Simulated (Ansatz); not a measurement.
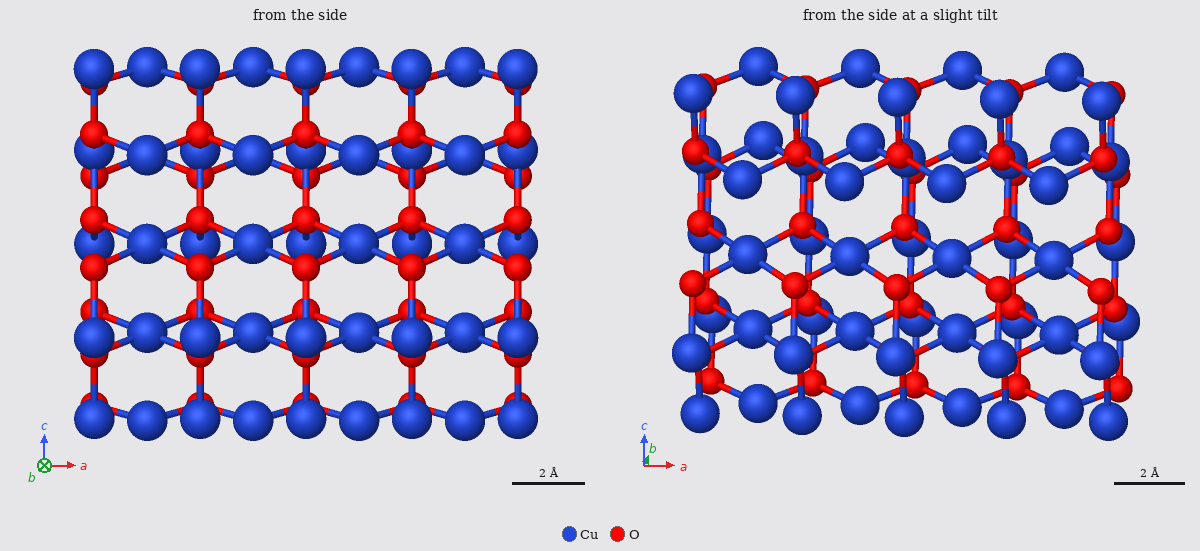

A ball-and-stick picture of a periodic slab, seen from the side and from the side at a slight tilt. The surface normal points up in side views; the vacuum is left out. 4×1 cells are drawn in the plane, with atoms at the edges repeated.

The cell holds 10 Cu, 8 O. The slab was cut from bulk CuO (C2/c).

### How far apart are the outermost atoms along the normal?

About 10 Å from the lowest to the highest atom.

### Name the surface by its Miller indices.

(1 0 -1).

The cell started as a structure listed in the Materials Project, from which a slab was cut. The atoms were relaxed in a fixed cell with DFT PBE, scalar-relativistic, plane waves, PAW (Ansatz).
